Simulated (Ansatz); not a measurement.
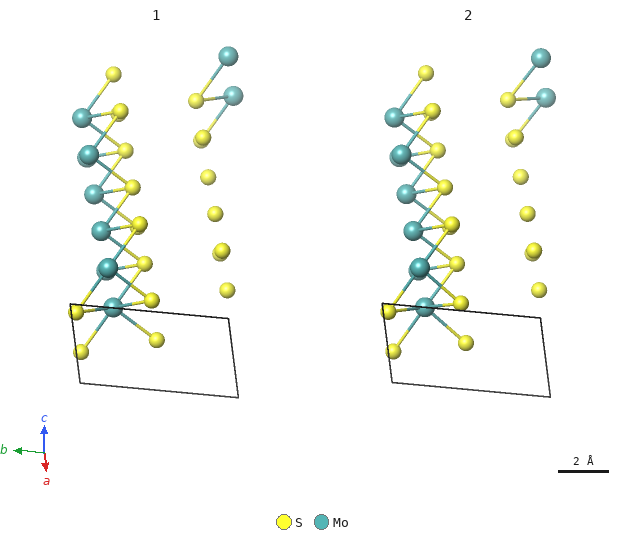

Two geometries of a slab of composition MoS$_{2}$ (cut from the R3m phase), drawn at one scale. One is the start of a relaxation, the other its converged end. Style: ball-and-stick. Shown: the 2 × 1 repeat of the cell, outlined in the plane, without the vacuum (origin shifted), from a free direction.

All numbers below come from Ansatz 0.2.0, DFT PBEsol, scalar-relativistic, plane waves, PAW. (plane-wave cutoff 420 eV; k-point mesh 9 × 4 × 1; occupations gaussian; smearing width 0.05 eV; no spin polarisation; dipole correction; atoms relaxed in a fixed cell; force threshold 0.02 eV/Å; at most 60 steps)

### Which of the two is the end point?

Structure 2 is the relaxed one. Case: (1 0 1) slab, atoms relaxed. The slab is the (1 0 1) face of MoS2. The atom that moves furthest relative to the layer's centre is an S atom (0.18 Å at 41° to the normal (−c side)). Largest moves by element: S 0.18 Å, Mo 0.09 Å. The cell doesn't change. Near-neighbour distances that change, for instance: Mo–Mo 3.143 → 3.046 Å, Mo–S 2.392 → 2.350 Å, Mo–S 2.392 → 2.422 Å, Mo–S 2.392 → 2.371 Å. Bond angles that change, for instance: S–Mo–S 135.4° → 142.0°, S–Mo–S 82.2° → 85.9°, S–Mo–S 81.3° → 77.7°. The energy falls by 0.164 eV per cell of the calculation in 4 accepted moves (5 points after the start). Largest force component: 1.7 eV/Å at the start, 0.012 eV/Å at the end. 1 step only repeated the SCF at the same geometry.
